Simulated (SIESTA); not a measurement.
**Re: 7 runs along one coordinate**

System: Re (P6₃/mmc, 2 atoms in the cell).
Method: Kohn-Sham DFT of a periodic cell, LDA, PseudoDojo 0.4 standard, converted to PSML, no spin polarisation (SIESTA 5.4.2).

The 7 runs differ only in the geometry, by an even scaling of the cell at fixed fractional positions. The structure derives from an entry of the Crystallography Open Database.

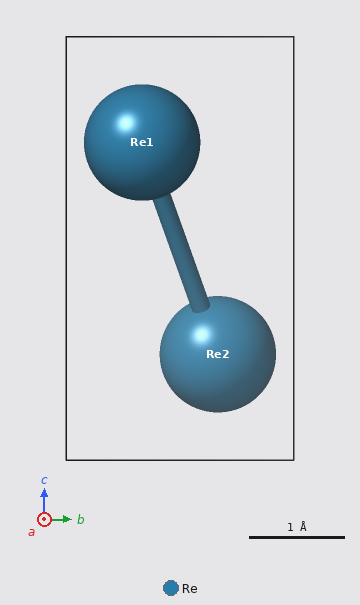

Figure 1. The structure of run 4 (ball-and-stick view of the cell of the calculation, along the a axis; atoms are numbered from 1 in the order of the input). An atom can appear more than once, as a periodic image.

## Input of run 4
```
SystemName                      Rhenium
SystemLabel                     Re
NumberOfSpecies                 1
NumberOfAtoms                   2
%block ChemicalSpeciesLabel
  1  75 Re
%endblock ChemicalSpeciesLabel

LatticeConstant                 1.0 Ang
%block LatticeVectors
     2.7608000000     0.0000000000     0.0000000000
    -1.3804000000     2.3909229348     0.0000000000
     0.0000000000     0.0000000000     4.4582000000
%endblock LatticeVectors
AtomicCoordinatesFormat         Fractional
%block AtomicCoordinatesAndAtomicSpecies
     0.6666666667     0.3333333333     0.7500000000  1  Re
     0.3333333333     0.6666666667     0.2500000000  1  Re
%endblock AtomicCoordinatesAndAtomicSpecies

%block kgrid.MonkhorstPack
   11   0   0  0.0
    0  11   0  0.0
    0   0   6  0.0
%endblock kgrid.MonkhorstPack
XC.Functional                   LDA
XC.Authors                      PW92
PAO.BasisSize                   DZP
PAO.EnergyShift                 0.003 Ry
Mesh.Cutoff                     800 Ry
OccupationFunction              FD
ElectronicTemperature           0.05 eV
MaxSCFIterations                120
SCF.MustConverge                false
SCF.Mixer.Method                Pulay
SCF.Mixer.Weight                0.25
SCF.Mixer.History               8
SCF.DM.Tolerance                5.0e-05
SCF.H.Tolerance                 1.0e-03 eV
WriteForces                     true
Charge.Mulliken                 end
BandLinesScale                  ReciprocalLatticeVectors
%block BandLines
    1    0.000000   0.000000   0.000000  \Gamma
   11    0.500000   0.000000   0.000000  M
    7    0.333333   0.333333   0.000000  K
   13    0.000000   0.000000   0.000000  \Gamma
    6    0.000000   0.000000   0.500000  A
   11    0.500000   0.000000   0.500000  L
    7    0.333333   0.333333   0.500000  H
   13    0.000000   0.000000   0.500000  A
    1    0.500000   0.000000   0.500000  L
    6    0.500000   0.000000   0.000000  M
    1    0.333333   0.333333   0.000000  K
    6    0.333333   0.333333   0.500000  H
%endblock BandLines
%block PAO.Basis
  Re 5
  n=5 0 2
    2.955 0.000
  n=6 0 2
    7.239 0.000
  n=5 1 2
    3.532 0.000
  n=6 1 1
    7.239
  n=5 2 2
    6.217 0.000
%endblock PAO.Basis
```

Command:
```bash
siesta < Re.fdf > Re.out 2>&1
```

Run 5 has the same physical settings and fractional positions; its lattice vectors (Å) are:
```
   2.779084    0.000000    0.000000
  -1.389542    2.406757    0.000000
   0.000000    0.000000    4.487725
```

## Results, with one run withheld

```csv
run,volume per atom (Å³),"free energy per atom, from the lowest run given (meV)",pressure (GPa)
1,13.831,36.60,19.92
2,14.125,9.49,9.83
3,14.420,0.00,0.76
4,14.714,6.15,−7.30
5,15.008,?,?
6,15.303,59.09,−20.98
7,15.597,103.15,−26.79
```

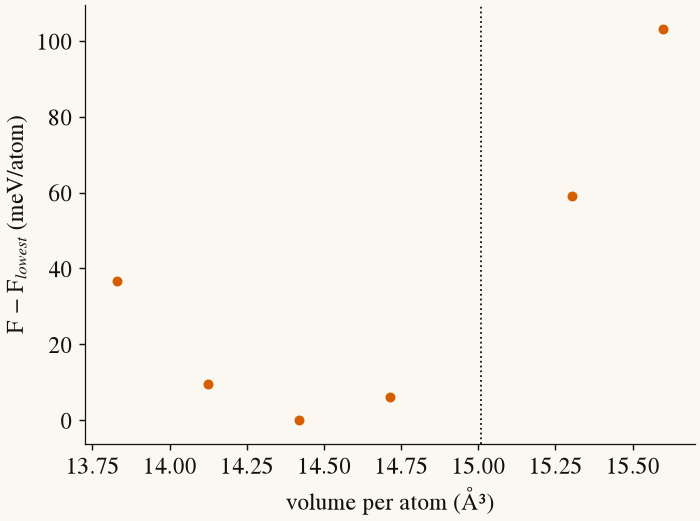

Figure 2. Free energy per atom of the runs given; the dotted line marks run 5.

Fit the runs given and predict run 5.

A cubic polynomial in V^(−2/3) (the Birch–Murnaghan form), fitted to the 6 runs given, misses them by at most 0.05 meV per atom. With x = V^(−2/3) − 0.16707 Å⁻², it reads F = 3.3208 − 4480.8 x + 1.4708e+06 x² + 1.8428e+06 x³ (meV per atom). At run 5 it gives 26.28 meV per atom, and the run itself gives 26.31. The slope of the fit gives a pressure −dF/dV of −14.53 GPa there, and the run prints −14.57 GPa. The fit has its minimum at 14.446 Å³ per atom, where V d²F/dV² gives 414 GPa. Cell shape and fractional positions are held, so this is the stiffness under even scaling; the relaxed bulk modulus wasn't computed.

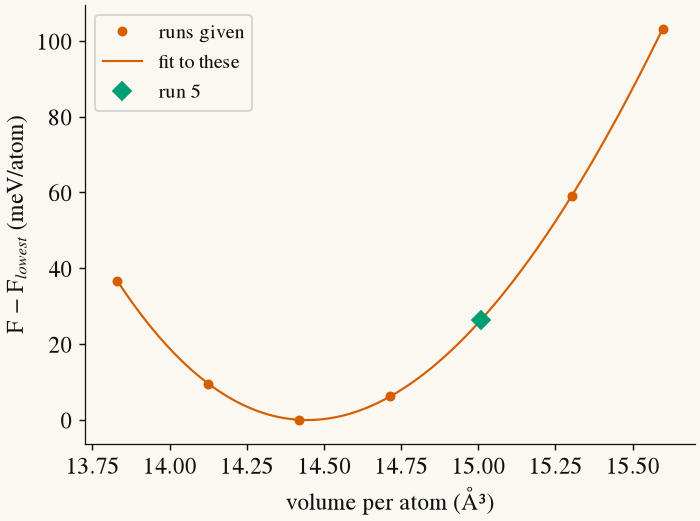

Figure 3. The fit and the withheld run.

## Some lines of the output (run 5)
```
[...]
outcell: Cell volume (Ang**3)        :     30.0165
stepf: Fermi-Dirac step function
siesta: Etot    =     -4725.759027
siesta: FreeEng =     -4725.772131
        iscf     Eharris(eV)        E_KS(eV)     FreeEng(eV)     dDmax    Ef(eV) dHmax(eV)
siesta: E_KS(eV) =            -4727.0454
siesta: E_KS - E_eggbox =     -4727.0454
siesta: Etot    =     -4727.045428
siesta: FreeEng =     -4727.059774
siesta:         Fermi =      -4.480668
siesta: Cell volume =         30.016513 Ang**3
    Orbital volume contribution        =           1.965493 eV
```

Notes: Points of doubt noted for this run: mulliken charges of long orbitals. Spin–orbit coupling is left out, which matters for Re. With a small basis of atomic orbitals these values can differ much from converged plane-wave results.
